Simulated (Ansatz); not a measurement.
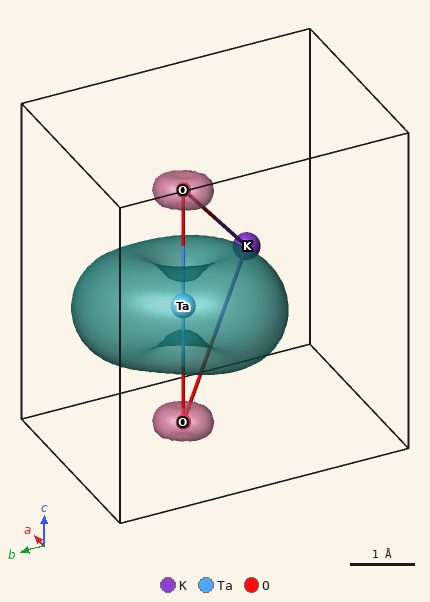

Figure 1: KTaO2. Isosurfaces of the magnetisation density (up minus down) at +0.04 (teal) and −0.04 e/Å³ (pink), seen at an oblique angle. Sticks mark near contacts.

Space group P-6m2; a structure generated by program, which may or may not match a known phase; spin-polarised.

All numbers below come from DFT PBE, scalar-relativistic, plane waves, PAW (Ansatz).

The density is the valence pseudo-density of a PAW calculation; it isn't the true density close to the nuclei.

### Describe the spin distribution.

The spin density sits on Ta: +0.6 μB in one cell of 4 atoms, with smaller moments on other sites: K (up to +0.06 μB): parallel main moments, as they must be, since the calculation's own cell holds one magnetic site. The cell of the calculation (4 atoms) carries 2.0 μB of net spin moment.
